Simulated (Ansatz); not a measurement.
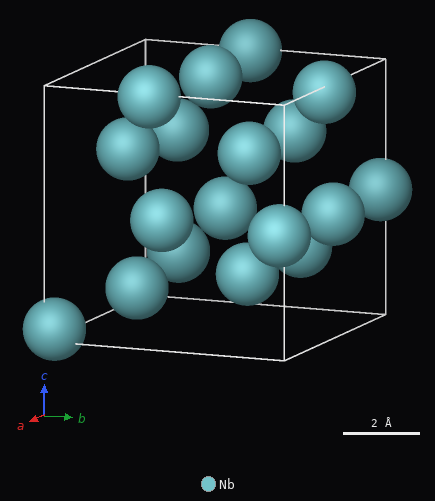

Starting frame of a dynamics run of a 16-atom cell of Nb. It starts from the last geometry of an earlier run, with fresh velocities. A spheres-only model of the simulation cell, seen slightly off an axis.

Level of theory: DFT r2SCAN-D3(BJ), scalar-relativistic, plane waves, PAW in Ansatz.

The input:
```yaml
crystal:
  lattice:
    - [6.914751, 0.0, 0.0]
    - [0.0, 6.914751, 0.0]
    - [0.0, 0.0, 6.914751]
  atoms:
    - { symbol: Nb, position: [-0.04296674, 0.02416456, 0.04196983] }
    - { symbol: Nb, position: [0.50043768, -0.04393863, -0.04273147] }
    - { symbol: Nb, position: [0.00559548, 0.43944943, -0.00882826] }
    - { symbol: Nb, position: [-0.00548726, -0.02316002, 0.48639796] }
    - { symbol: Nb, position: [0.22674682, 0.23306836, 0.23078563] }
    - { symbol: Nb, position: [0.51453511, 0.48880786, -0.01533781] }
    - { symbol: Nb, position: [0.49887656, -0.00764229, 0.48271978] }
    - { symbol: Nb, position: [0.72493134, 0.27010066, 0.17969433] }
    - { symbol: Nb, position: [-0.00792146, 0.48630734, 0.50902308] }
    - { symbol: Nb, position: [0.19506931, 0.72816921, 0.28228644] }
    - { symbol: Nb, position: [0.29860598, 0.25911113, 0.71999944] }
    - { symbol: Nb, position: [0.53918018, 0.55982407, 0.48041726] }
    - { symbol: Nb, position: [0.75309384, 0.74220012, 0.27510657] }
    - { symbol: Nb, position: [0.76515101, 0.24928496, 0.72927691] }
    - { symbol: Nb, position: [0.25849004, 0.73037317, 0.74483162] }
    - { symbol: Nb, position: [0.76841016, 0.75634532, 0.75164572] }
basis:
  ecutwfc: 500.0
kpoints:
  mp_grid: { grid: [2, 2, 2] }
hamiltonian:
  xc: r2scan
  dispersion: d3bj
scf:
  occupations: { method: fermi_dirac, width: 0.17 }
  lower_state_search: "off"
md:
  timestep: 3
  n_steps: 60
  ensemble: nvt_langevin
  temperature: 1600.0
  initial_velocities: maxwell_boltzmann
  seed: 822948
  friction: 0.02
  temperature_schedule:
    - { n_steps: 45, end_temperature: 300.0 }
    - { n_steps: 15, end_temperature: 300.0 }
```

Command:
```bash
ansatz run input.yaml --threads 4 --pin off --max-ram 10240MiB --backend cpu --events-out ev --progress --plain --runs-dir out
```

**What does the trajectory do?**

Under the programmed temperature the kinetic temperature goes from 1468 K (first eighth) to 577 K (last eighth), with a peak of 2013 K. That is well off the final set point of 300 K. The potential energy in the second half lies on average 176 meV per atom below the first frame. Root-mean-square distances from the starting positions over the second half, with the common drift of all atoms taken out: Nb 0.39 Å. The run lasts only 180 fs, too short to tell vibration from diffusion.

Along the run (each row but the first and the last is the mean over the interval that it begins):

```
time (fs)  potential energy (meV/atom)  T (K)
      0.0                          0.0   1500
     18.0                        -64.6   1587
     36.0                        -94.5   1823
     54.0                       -102.6   1530
     72.0                       -110.1   1190
     90.0                       -126.0    920
    108.0                       -145.0    711
    126.0                       -175.7    772
    144.0                       -203.5    672
    162.0                       -219.5    585
    180.0                       -222.6    531
```

The paths of the atoms:

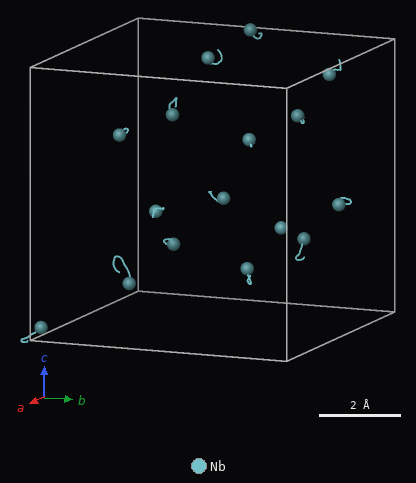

Limits of the set-up: the k-point mesh is coarse for a cell with partly filled bands.

Cost: 32 min on 4 threads of Arm Neoverse N1, on a shared host, peak memory 2.2 GiB.
